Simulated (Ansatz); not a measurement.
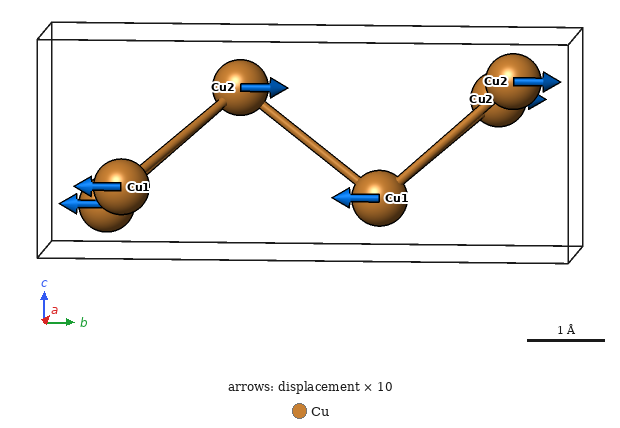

A relaxation of crystalline Cu (built on the Ga_15 type) (coarse preliminary run). The starting structure is drawn; blue arrows show the displacements (the part carried along by the change of the cell is left out), 10 times their true length.

Style: ball-and-stick. Shown: the conventional cell (2 times the calculation's cell), from a free direction. Lengths and directions refer to the drawn axes.

Case: Ga type (C2/c, No. 15).

Theory: Ansatz, DFT PBE, scalar-relativistic, plane waves, PAW.

Input file:
```yaml
crystal:
  lattice:
    - [1.1885236452, -3.4602967876, 0.0]
    - [1.1885236452, 3.4602967876, 0.0]
    - [-0.1009342749, 0.0, 2.8616779043]
  atoms:
    - { symbol: Cu, position: [0.869, 0.131, 0.25] }
    - { symbol: Cu, position: [0.131, 0.869, 0.75] }
basis:
  ecutwfc: 420
kpoints:
  mp_grid: { grid: [8, 8, 6] }
hamiltonian:
  xc: pbe
scf:
  occupations: { method: gaussian, width: 0.1 }
  lower_state_search: "off"
output:
  forces: true
  stress: true
  eigenvalues: true
relax:
  adjacent_minimum: "off"
  f_tol: 0.04
  max_steps: 70
  cell: { stress_tol: 0.4 }
```

What happened in the run?

Answer. The largest moves relative to the cell, 0.063 Å, are those of Cu1 and Cu2. Cu2 goes along +b. The volume changes by +3.1 %, with a 2.377 → 2.470 Å (+3.9 %), b 6.921 → 8.514 Å (+23.0 %), c 2.863 → 2.701 Å (−5.7 %), β 92.0° → 121.3°. Some distances before and after: Cu1–Cu1 3.656 → 2.544 Å, Cu1–Cu2 2.509 → 3.117 Å, Cu1–Cu2 (another image) 2.310 → 2.500 Å, Cu1–Cu1 (another image) 2.863 → 2.701 Å. The space group stays C2/c (No. 15). After 18 accepted moves (24 points after the start) the energy has fallen by 220 meV per atom. The largest force component goes from 0.66 to 0.0018 eV/Å. Pressure: 14.01 GPa at the start and 0.04 GPa at the end. The line search rejected the trial steps at points 9, 11, 13, 21 of the run. At 2 points the geometry stayed and the basis and grid were re-selected for the new cell (energy shift of 34.8 meV per atom at most each time).
